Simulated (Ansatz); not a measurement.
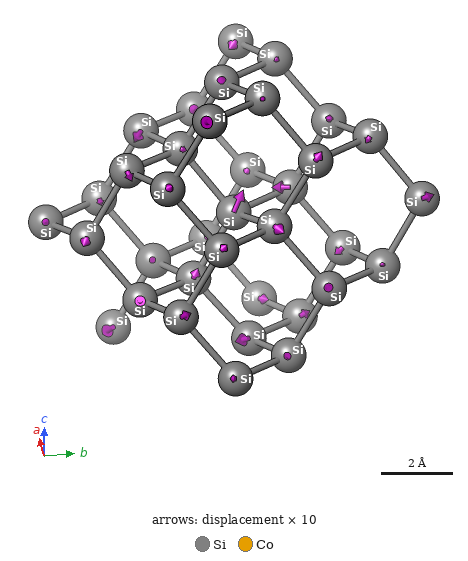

This is a relaxation of a defect cell of composition Si216Co (cell charge +1). The starting structure is drawn; purple arrows show the displacements, magnified 10 times.

The picture is a ball-and-stick view of the atoms within 5.8 Å of the atom that moves most (axes of the cell of the calculation), seen from a free direction.

Level of theory: Ansatz 0.2.0, DFT, PBEsol, PAW, plane waves. (plane-wave cutoff 420 eV; k-point mesh 1 × 1 × 1; mesh shifted by (0.25, 0.25, 0.25); collinear spin; atoms relaxed in a fixed cell; force threshold 0.03 eV/Å; at most 80 steps)

Q: Which element moves most?

A: Silicon: up to 0.073 Å, against 0.034 Å for cobalt.

Q: What happened in the run?

A: Over 3 geometry steps the energy falls by 1.539 eV per cell of the calculation. The largest force component goes from 0.98 to 0.018 eV/Å. The largest move is that of a Si atom, 0.073 Å along [1 1 2]. By element the largest moves are Si 0.073 Å, Co 0.034 Å. The cell stays as it was. Among the contacts that change: Si–Si 2.409 → 2.351 Å, Si–Si 2.315 → 2.351 Å, Si–Si 2.385 → 2.351 Å, Si–Si 2.340 → 2.353 Å. Among the angles between lasting bonds that change: Si–Si–Si 112.6° → 109.6°, Si–Si–Si 107.2° → 109.5°, Si–Si–Si 111.8° → 109.6°.

Limits of the set-up: the cell is charged, on a uniform background, and energies carry no finite-size correction.
